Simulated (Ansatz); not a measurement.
Consider Al (slab).

Input

```
crystal:
  lattice:
    - [2.8390753325, 0.0, 0.0]
    - [0.0, 4.0150588398, 0.0]
    - [0.0, 0.0, 19.7163007654]
  atoms:
    - { symbol: Al, position: [0.5, 0.5, 0.202877814] }
    - { symbol: Al, position: [0.0, 0.0, 0.2748759887] }
    - { symbol: Al, position: [0.5, 0.5, 0.3489712107] }
    - { symbol: Al, position: [0.0, 0.0, 0.4167262847] }
basis:
  ecutwfc: 420
kpoints:
  mp_grid: { grid: [9, 7, 1] }
hamiltonian:
  xc: pbesol
  pseudopotentials: { kind: paw, azcp: { folder: soft_1 } }
scf:
  occupations: { method: gaussian, width: 0.1 }
output:
  forces: true
  eigenvalues: true
  write_density: true
  write_potential: true
  elf: true
  volumetric_format: npy
efield:
  axis: 3
  dipole_correction: true
  ramp_width: 0.04
```

Run with:

```sh
ansatz run input.yaml --threads 1 --pin off --max-ram 3072MiB --backend cpu --events-out ev --progress --plain --runs-dir out
```

PAW files of the earlier set (soft_1).

All numbers below come from Ansatz, DFT PBEsol, scalar-relativistic, plane waves, PAW.

What will maps of the valence pseudo-density and electron localisation function show?

Al–Al (2.80 Å): the density is about 0.22 e/Å³ at the midpoint; the ELF peaks at about 0.70 between the atoms.
Al–Al (2.84 Å): ρ at the midpoint is about 0.21 e/Å³; the ELF peaks at about 0.70 between the atoms.
Al–Al (2.88 Å): the density is about 0.2 e/Å³ at the midpoint; the ELF peaks at about 0.65 between the atoms.

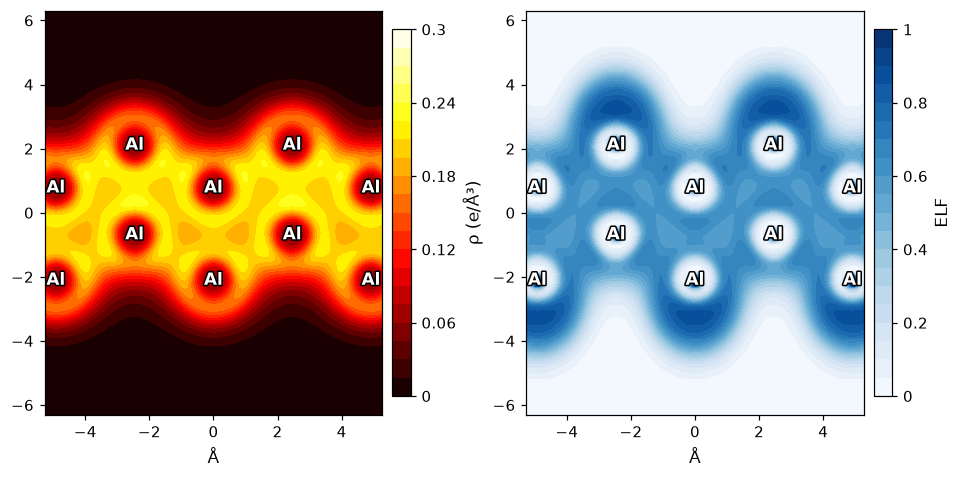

Computed valence pseudo-density and electron localisation function on the (11̄0) plane of the calculation cell, a cut from vacuum to vacuum, in this order. 

The density is the valence pseudo-density of a PAW calculation; it isn't the true density close to the nuclei.
